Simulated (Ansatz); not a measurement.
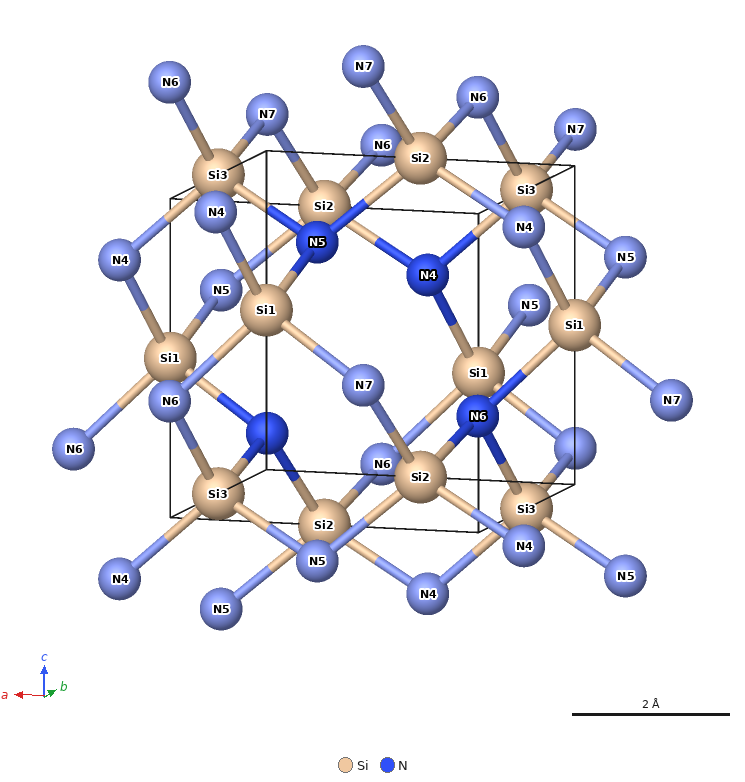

The structure of run A (ball-and-stick view of the cell of the calculation, seen at an oblique angle; neighbours outside the cell are drawn fainter; atoms are numbered from 1 in the order of the input). An atom can appear more than once, as a periodic image. Near neighbours in the periodic cell (some may lie outside the picture): Si has 4 N at 1.77 Å; N has 3 Si at 1.77 Å.

# What a change does: geometry relaxation on Si₃N₄

System: Si₃N₄ (P-43m, 7 atoms in the cell).
Method of run A: Kohn-Sham DFT of a periodic cell, BLYP with D3(BJ), Ansatz PAW, no spin polarisation (Ansatz 0.2.0).

The structure was built on a prototype by a generator; it need not be a known phase. Text and figures count atoms from 1; the logs count them from 0 in places.

**Input file, run A**
```yaml
crystal:
  lattice:
    - [4.13078, 0.0, 0.0]
    - [0.0, 4.13078, 0.0]
    - [0.0, 0.0, 4.13078]
  atoms:
    - { symbol: Si, position: [0.0, 0.0, 0.5] }
    - { symbol: Si, position: [0.5, 0.0, 0.0] }
    - { symbol: Si, position: [0.0, 0.5, 0.0] }
    - { symbol: "N", position: [0.23952, 0.23952, 0.76048] }
    - { symbol: "N", position: [0.76048, 0.76048, 0.76048] }
    - { symbol: "N", position: [0.23952, 0.76048, 0.23952] }
    - { symbol: "N", position: [0.76048, 0.23952, 0.23952] }
hamiltonian:
  xc: blyp
  pseudopotentials: { kind: paw }
  dispersion: d3bj
kpoints:
  mp_grid: { grid: [7, 7, 7] }
scf:
  occupations: { method: fermi_dirac, width: 0.05 }
output:
  forces: true
  stress: true
  eigenvalues: true
  write_density: true
  write_potential: true
  elf: true
  volumetric_format: npy
relax:
  f_tol: 0.01
  max_steps: 40
  cell: { stress_tol: 0.05 }
```

Launched with:
```bash
ansatz run input.yaml --threads 4 --pin off --max-ram 11264MiB --backend cpu --events-out ev --progress --plain --runs-dir out
```

Hardware: 4 threads of Arm Neoverse V1, 24 GiB of memory available, shared host.

**Output, shortened to warnings, some set-up lines, iterations and results (run A)**
```
Basis set: ecut = 420 eV, 1357 PW (Γ), exchange–correlation on 60×60×60 points (8 copies of the dense FFT grid, shifted against one another)
Symmetry: 24 space group operations
k-points: 20 of 343 (time reversal used)
Initial density: superposition of atomic densities (neutral atoms: chi_scale 0, normalization atom), corrected by the library's trained network
[...]
SCF iter   1: F=—  HF=-3469.454496 eV  |F-HF|=—  |Δ(HF+E_count)|=         —  Δρ=2.08e-2  dr2=2.58e-1  ethr=1.77e-3  ⟨swp⟩=6.7  Hψ=2665  notcnv=0
SCF iter   2: F=—  HF=-3469.376730 eV  |F-HF|=—  |Δ(HF+E_count)|=   7.78e-2  Δρ=3.01e-3  dr2=5.81e-3  ethr=8.07e-4  ⟨swp⟩=2.6  Hψ=964  notcnv=0  defer=41
SCF iter   3: F=—  HF=-3469.376009 eV  |F-HF|=—  |Δ(HF+E_count)|=   7.21e-4  Δρ=1.65e-3  dr2=1.76e-3  ethr=1.82e-5  ⟨swp⟩=1.6  Hψ=572  notcnv=0  defer=41
SCF iter   4: F=—  HF=-3469.375784 eV  |F-HF|=—  |Δ(HF+E_count)|=   2.25e-4  Δρ=1.72e-4  dr2=1.07e-5  ethr=5.51e-6  ⟨swp⟩=2.8  Hψ=821  notcnv=0  defer=41
SCF iter   5: F=—  HF=-3469.375805 eV  |F-HF|=—  |Δ(HF+E_count)|=   2.07e-5  Δρ=3.26e-5  dr2=5.83e-7  ethr=3.36e-8  ⟨swp⟩=2.5  Hψ=766  notcnv=0  defer=41
[... 37 lines ...]
SCF iter   2: F=—  HF=-3469.402823 eV  |F-HF|=—  |Δ(HF+E_count)|=   1.72e-5  Δρ=3.30e-6  dr2=3.34e-9  ethr=2.44e-11  ⟨swp⟩=3.5  Hψ=1107  notcnv=0
SCF iter   3: F=—  HF=-3469.402823 eV  |F-HF|=—  |Δ(HF+E_count)|=   1.96e-9  Δρ=1.72e-6  dr2=9.67e-10  ethr=1.04e-11  ⟨swp⟩=1.6  Hψ=592  notcnv=0
SCF iter   4: F=-3469.402823 eV  HF=-3469.402823 eV  |F-HF|=1.27e-11  |Δ(HF+E_count)|=  8.29e-10  Δρ=2.22e-7  dr2=1.54e-11  ethr=1.00e-12  ⟨swp⟩=6.7  Hψ=2778  notcnv=0
SCF 7 converged in 4 iterations: F = -3469.402823 eV  dr2 = 1.54e-11
relax step   7: F+E_penalty+E_count = -3469.40282340 eV  Δ(F+E_penalty+E_count) = +2.242e-4 eV  max|allowed force component| = 3.718e-5 eV/Å  Δτ_max = 0.0000 Å  P = -0.004 …
basis re-selected at this cell: Δ(F+E_penalty+E_count) = +2.242e-4 eV, ΔP = -0.002 GPa vs the last step (what re-selecting the basis moved, of the pressure what is left beyond the Pulay correction that the steps carried, after the strain that the cell walked since its last selection, with what the …
SCF converged after 4 iterations
Free energy (F): -3469.402823 eV
Harris-Foulkes:  -3469.402823 eV  (|F-HF|=1.27e-11)
Internal energy: -3469.402823 eV  (E = F + TS)
E sigma→0 (E₀):  -3469.402823 eV
Fermi energy:    10.613494 eV
--- Per-component energies (eV) ---
  E_band       = 71.228028
  E_kinetic    = 679.403774
  E_local      = -934.578041  (includes V_loc(G=0)·N_el)
  E_nonlocal   = 261.009382
  E_hartree    = 301.440432
  E_xc         = -407.565512
  E_vxc        = -447.599664  (∫ρ·V_xc dr)
  E_paw        = -2074.353907  (= ΣΔE_a)
  E_vpaw       = -89.888694  (= ΣTr[D̂ρ^β])
  E_aug_tail   = 0.000418  (compensation charges beyond the density's cutoff)
  E_ewald      = -1290.844361
  E_disp       = -3.967727  (pairwise vdW)
  E_core_change = 0.052719  (= ΣΔE_core)
  E_smearing   = -0.000000  (= −TS)
  E_closure    = -0.000000  (closes the sum)
  Σ components = -3469.402823   (vs F -3469.402823, Δ=0.00e0)
--- Forces (eV/Å), atoms counted from 1 ---
  atom   1  Si    -0.00000000     0.00000000    -0.00000000
  atom   2  Si     0.00000000     0.00000000    -0.00000000
  atom   3  Si     0.00000000     0.00000000    -0.00000000
  atom   4  N      0.00003718     0.00003718    -0.00003718
  atom   5  N     -0.00003718    -0.00003718    -0.00003718
  atom   6  N      0.00003718    -0.00003718     0.00003718
  atom   7  N     -0.00003718     0.00003718     0.00003718
  max |Σ_I F_I| component: 1.32e-16 eV/Å
--- Stress (GPa, compression-positive) ---
       -0.004418      -0.000000       0.000000
       -0.000000      -0.004418       0.000000
        0.000000       0.000000      -0.004418
  P = ⅓ Tr σ = -0.0044 GPa (-0.044 kbar)
--- Relaxed structure (5 steps of the walk, 5 accepted, 2 SCFs on fresh bases) ---
  F+E_penalty+E_count = -3469.40282340 eV   max|allowed force component| = 3.718e-5 eV/Å   (the final SCF, on the basis selected at the relaxed cell)
  cell:  # Å, volume = 68.8267 Å³
    - [4.098129520891915, 7.68365800729491e-34, 1.2739215766752741e-33]
[...]
```

The input of run B differs as follows (lines with − go, lines with + come):
```diff
-  xc: blyp
+  xc: pbesol
-  dispersion: d3bj
```

Predict how the results change.

The total energies belong to different models, so their difference says nothing on which is more stable or more accurate. The gap on the mesh goes from 3.02 to 2.63 eV. The volume per atom goes from 9.83 to 9.88 Å³. The functional changes from BLYP to PBEsol. The SCF takes 32 iterations over all geometry steps against 33.

**Output, shortened to warnings, some set-up lines, iterations and results (run B)**
```
Basis set: ecut = 420 eV, 1357 PW (Γ), exchange–correlation on 60×60×60 points (8 copies of the dense FFT grid, shifted against one another)
Symmetry: 24 space group operations
k-points: 20 of 343 (time reversal used)
Initial density: superposition of atomic densities (neutral atoms: chi_scale 0, normalization atom), corrected by the library's trained network
[...]
SCF iter   1: F=—  HF=-3385.260667 eV  |F-HF|=—  |Δ(HF+E_count)|=         —  Δρ=9.65e-3  dr2=6.16e-2  ethr=1.77e-3  ⟨swp⟩=6.8  Hψ=2723  notcnv=0
SCF iter   2: F=—  HF=-3385.243110 eV  |F-HF|=—  |Δ(HF+E_count)|=   1.76e-2  Δρ=1.92e-3  dr2=1.92e-3  ethr=1.92e-4  ⟨swp⟩=2.5  Hψ=935  notcnv=0  defer=40
SCF iter   3: F=—  HF=-3385.243114 eV  |F-HF|=—  |Δ(HF+E_count)|=   3.95e-6  Δρ=9.30e-4  dr2=3.91e-4  ethr=6.00e-6  ⟨swp⟩=2.1  Hψ=683  notcnv=0  defer=40
SCF iter   4: F=—  HF=-3385.243184 eV  |F-HF|=—  |Δ(HF+E_count)|=   6.98e-5  Δρ=8.35e-5  dr2=3.60e-6  ethr=1.22e-6  ⟨swp⟩=2.0  Hψ=736  notcnv=0  defer=40
SCF iter   5: F=—  HF=-3385.243207 eV  |F-HF|=—  |Δ(HF+E_count)|=   2.30e-5  Δρ=1.72e-5  dr2=1.41e-7  ethr=1.12e-8  ⟨swp⟩=2.5  Hψ=705  notcnv=0  defer=40
[... 36 lines ...]
SCF iter   2: F=—  HF=-3385.259161 eV  |F-HF|=—  |Δ(HF+E_count)|=   4.46e-7  Δρ=5.01e-6  dr2=4.38e-9  ethr=4.40e-11  ⟨swp⟩=3.0  Hψ=985  notcnv=0
SCF iter   3: F=—  HF=-3385.259161 eV  |F-HF|=—  |Δ(HF+E_count)|=   3.82e-9  Δρ=2.31e-6  dr2=9.78e-10  ethr=1.37e-11  ⟨swp⟩=1.6  Hψ=604  notcnv=0
SCF iter   4: F=-3385.259161 eV  HF=-3385.259161 eV  |F-HF|=4.27e-11  |Δ(HF+E_count)|=   1.13e-9  Δρ=4.22e-7  dr2=5.66e-11  ethr=1.00e-12  ⟨swp⟩=6.4  Hψ=2703  notcnv=0
SCF 7 converged in 4 iterations: F = -3385.259161 eV  dr2 = 5.66e-11
relax step   7: F+E_penalty+E_count = -3385.25916110 eV  Δ(F+E_penalty+E_count) = +3.644e-4 eV  max|allowed force component| = 5.829e-5 eV/Å  Δτ_max = 0.0000 Å  P = -0.004 …
basis re-selected at this cell: Δ(F+E_penalty+E_count) = +3.644e-4 eV, ΔP = -0.002 GPa vs the last step (what re-selecting the basis moved, of the pressure what is left beyond the Pulay correction that the steps carried, after the strain that the cell walked since its last selection, with what the …
SCF converged after 4 iterations
Free energy (F): -3385.259161 eV
Harris-Foulkes:  -3385.259161 eV  (|F-HF|=4.27e-11)
Internal energy: -3385.259161 eV  (E = F + TS)
E sigma→0 (E₀):  -3385.259161 eV
Fermi energy:    9.880318 eV
--- Per-component energies (eV) ---
  E_band       = 53.063928
  E_kinetic    = 671.149569
  E_local      = -916.741413  (includes V_loc(G=0)·N_el)
  E_nonlocal   = 255.845350
  E_hartree    = 291.646619
  E_xc         = -409.220216
  E_vxc        = -454.014298  (∫ρ·V_xc dr)
  E_paw        = -1988.789636  (= ΣΔE_a)
  E_vpaw       = -86.468799  (= ΣTr[D̂ρ^β])
  E_aug_tail   = 0.000404  (compensation charges beyond the density's cutoff)
  E_ewald      = -1289.356916
  E_core_change = 0.207077  (= ΣΔE_core)
  E_smearing   = -0.000000  (= −TS)
  E_closure    = 0.000000  (closes the sum)
  Σ components = -3385.259161   (vs F -3385.259161, Δ=0.00e0)
--- Forces (eV/Å), atoms counted from 1 ---
  atom   1  Si     0.00000000     0.00000000    -0.00000000
  atom   2  Si     0.00000000     0.00000000     0.00000000
  atom   3  Si    -0.00000000    -0.00000000    -0.00000000
  atom   4  N      0.00005829     0.00005829    -0.00005829
  atom   5  N     -0.00005829    -0.00005829    -0.00005829
  atom   6  N      0.00005829    -0.00005829     0.00005829
  atom   7  N     -0.00005829     0.00005829     0.00005829
  max |Σ_I F_I| component: 1.30e-16 eV/Å
--- Stress (GPa, compression-positive) ---
       -0.004327      -0.000000       0.000000
       -0.000000      -0.004327       0.000000
        0.000000       0.000000      -0.004327
  P = ⅓ Tr σ = -0.0043 GPa (-0.043 kbar)
--- Relaxed structure (5 steps of the walk, 5 accepted, 2 SCFs on fresh bases) ---
  F+E_penalty+E_count = -3385.25916110 eV   max|allowed force component| = 5.829e-5 eV/Å   (the final SCF, on the basis selected at the relaxed cell)
  cell:  # Å, volume = 69.1730 Å³
    - [4.104991064856185, -7.3827314534844035e-34, 1.3541700726383125e-33]
    - [-7.3827314534844035e-34, 4.104991064856185, -6.419708432187054e-35]
[...]
```

**The two runs side by side**

| quantity | run A | run B |
| --- | --- | --- |
| outcome | converged | converged |
| free energy per atom (eV) | −495.6290 | −483.6085 |
| gap on the mesh (eV) | 3.02 | 2.63 |
| pressure (GPa) | 0.00 | 0.00 |
| volume per atom (Å³) | 9.83 | 9.88 |
| largest force (eV/Å) | 0.000 | 0.000 |
| SCF iterations | 33 | 32 |
| irreducible k-points | 20 | 20 |
| wall time (shared host) | 7.7 s | 7.7 s |

For run A: Points of doubt noted for this run: forces on files of another functional.
